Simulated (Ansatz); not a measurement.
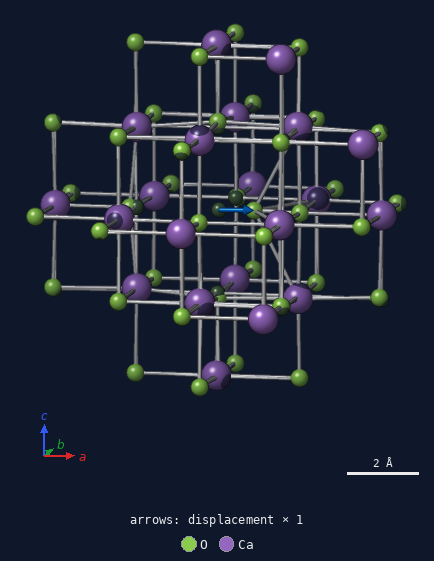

This is a relaxation of a defect cell of composition O$_{33}$Ca$_{31}$ (cell charge +2). The starting structure is drawn faded, the final one solid; blue arrows show the displacements, at their true length.

Style: ball-and-stick. Shown: the atoms within 5.8 Å of the atom that moves most (axes of the cell of the calculation (origin shifted)), slightly off an axis.

The atoms of the start lie slightly off their symmetric places, so part of the fall in energy undoes that.

Level of theory: DFT, PBEsol, PAW, plane waves in Ansatz. (plane-wave cutoff 420 eV; k-point mesh 1 × 1 × 1; mesh shifted by (0.25, 0.25, 0.25); collinear spin; atoms relaxed in a fixed cell; force threshold 0.03 eV/Å; at most 80 steps)

**Which element moves most?**

Oxygen: up to 1.03 Å, against 0.11 Å for calcium.

**What did the optimiser do to the structure, and how much energy did it gain?**

After 10 geometry steps the energy has fallen by 2.791 eV per cell of the calculation. Largest force component: 0.74 eV/Å at the start, 0.018 eV/Å at the end. The atom that moves furthest is an O atom (1.03 Å along +a). By element the largest moves are O 1.03 Å, Ca 0.11 Å. The cell stays as it was. Some distances before and after: O–O 2.376 → 1.346 Å, Ca–O 3.354 → 2.772 Å, Ca–O 3.379 → 2.801 Å, Ca–O 3.347 → 2.786 Å. New bonds form, among them: Ca–O (3.35 → 2.77 Å), Ca–O (3.35 → 2.79 Å), Ca–O (3.38 → 2.80 Å), O–O (2.38 → 1.35 Å). Bond angles that change, for instance: O–Ca–O 89.9° → 100.5°, O–Ca–O 89.9° → 100.2°, Ca–O–Ca 179.9° → 169.8°. The program noted that the starting moments weren't kept.

Limits of the set-up: the cell is charged, on a uniform background, and energies carry no finite-size correction.
